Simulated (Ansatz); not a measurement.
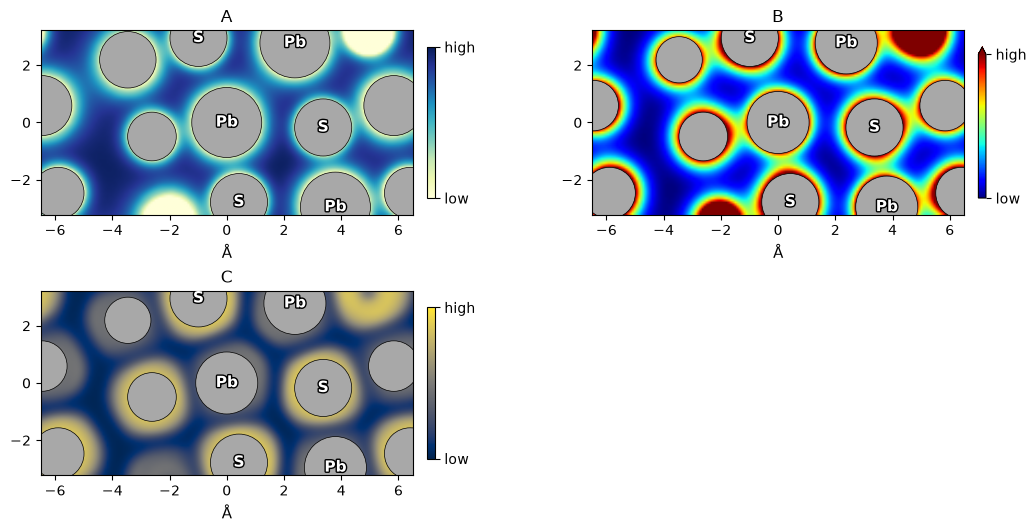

PbS: 3 fields on the (111) plane of the conventional cell, with unlabelled colour scales. Grey discs cover the atomic cores.

Space group Pnma; a generated structure, not necessarily the stable one; computed pressure about 3 GPa in this cell; the program warned that the cutoff is below the recommended one.

The calculation used DFT r2SCAN, scalar-relativistic, plane waves, PAW (Ansatz).

```yaml
crystal:
  lattice:
    - [11.56985, 0.00000, 0.00000]
    - [0.00000, 4.18591, 0.00000]
    - [0.00000, 0.00000, 4.17245]
  atoms:
    - { symbol: Pb, position: [0.12373, 0.25000, 0.10997] }
    - { symbol: Pb, position: [0.87627, 0.75000, 0.89003] }
    - { symbol: Pb, position: [0.37627, 0.75000, 0.60997] }
    - { symbol: Pb, position: [0.62373, 0.25000, 0.39003] }
    - { symbol: S, position: [0.85719, 0.25000, 0.44122] }
    - { symbol: S, position: [0.14281, 0.75000, 0.55878] }
    - { symbol: S, position: [0.64281, 0.75000, 0.94122] }
    - { symbol: S, position: [0.35719, 0.25000, 0.05878] }
```

Which field does each panel show? The fields are: electron localisation function, electrostatic potential energy of an electron and valence pseudo-density.

Panel A: electrostatic potential energy of an electron (low next to the atoms, rising into the space between them). Panel B: valence pseudo-density. Panel C: electron localisation function. From the grid: Pb–S (2.82 Å): ρ at the midpoint is about 0.29 e/Å³; the ELF peaks at about 0.85 in the valence shell of S, 0.8 Å from its nucleus, and drops to about 0.25 between the two atoms. Pb–S (3.12 Å): ρ at the midpoint is about 0.17 e/Å³; the ELF peaks at about 0.85 in the valence shell of S, 0.9 Å from its nucleus, and drops to about 0.15 between the two atoms.
